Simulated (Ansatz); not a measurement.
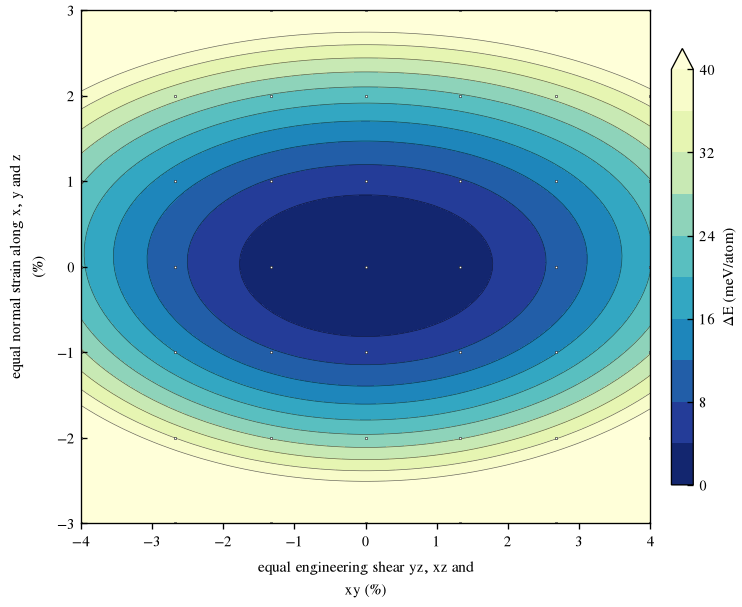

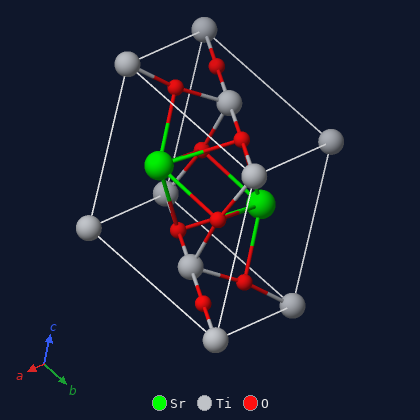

Energy landscape of SrTiO3 (I4/mcm, No. 140; 10 atoms in the cell). The energy is mapped over two homogeneous strains (x along [1 0 0], y along [0 1 0], z along [0 0 1] of the conventional cell). The first coordinate is: equal engineering shear yz, xz and xy; the second: equal normal strain along x, y and z. Nothing is relaxed (fractional coordinates fixed). Grid: 7 × 7 points. Points are written as (first, second). All energies are given in meV/atom relative to the lowest grid point. All numbers below come from DFT PBE, scalar-relativistic, plane waves, PAW (Ansatz 0.2.0). Settings: cutoff 520 eV, k-mesh 8×8×8, gaussian smearing 0.05 eV, no spin polarisation.

In the figure: filled contours, dots at the grid points, one colour for all values above the top of the scale. Between grid points the surface is interpolated. The second picture is the structure at the lowest point

Summarise what can be read from the map.

The lowest grid point is at (0.00 %, 0 %). No other kind of well shows on this grid. The highest grid point, (−4.00 %, −3 %), lies 85 meV/atom above the lowest. Round the minimum the two coordinates are nearly uncoupled. The gap on the k-mesh is 1.9 eV at the lowest point and runs from 1.6 to 2.1 eV over the map.

Grid values (meV/atom):

```csv
"second ↓, first →",−4.00,−2.67,−1.33,0.00,1.33,2.67,4.00
3,63,54,49,47,49,54,63
2,39,29,24,22,24,29,38
1,24,14,8,6,8,14,24
0,21,9,2,0,2,9,20
−1,29,16,8,6,8,16,28
−2,50,36,28,25,28,36,49
−3,85,70,61,58,61,70,84
```

The input of one point:

```yaml
crystal:
  lattice:
    - [-2.7775777983, 2.7775777983, 3.9467274087]
    - [2.7775777983, -2.7775777983, 3.9467274087]
    - [2.7775777983, 2.7775777983, -3.9467274087]
  atoms:
    - { symbol: Sr, position: [0.75, 0.25, 0.5] }
    - { symbol: Sr, position: [0.25, 0.75, 0.5] }
    - { symbol: Ti, position: [0.0, 0.0, 0.0] }
    - { symbol: Ti, position: [0.5, 0.5, 0.0] }
    - { symbol: O, position: [0.25, 0.25, 0.0] }
    - { symbol: O, position: [0.75, 0.75, 0.0] }
    - { symbol: O, position: [0.7280787197, 0.2280787197, 0.9561574393] }
    - { symbol: O, position: [0.2280787197, 0.2719212803, 0.5] }
    - { symbol: O, position: [0.2719212803, 0.7719212803, 0.0438425607] }
    - { symbol: O, position: [0.7719212803, 0.7280787197, 0.5] }
basis:
  ecutwfc: 520.0
kpoints:
  mp_grid: { grid: [8, 8, 8] }
hamiltonian:
  xc: pbe
  pseudopotentials: { kind: paw, azcp: { folder: soft_1 } }
scf:
  occupations: { method: gaussian, width: 0.05 }
output:
  forces: true
  stress: true
  eigenvalues: true
  write_density: true
  write_potential: true
  elf: true
  volumetric_format: npy
```

Each point was launched as `ansatz run input.yaml --threads 4 --pin off --max-ram 8192MiB --backend cpu --events-out ev --progress --plain --runs-dir out`. The whole map (49 points run) took 11 min on 4 threads of Intel(R) Xeon(R) Platinum 8488C (Sapphire Rapids) (shared host).
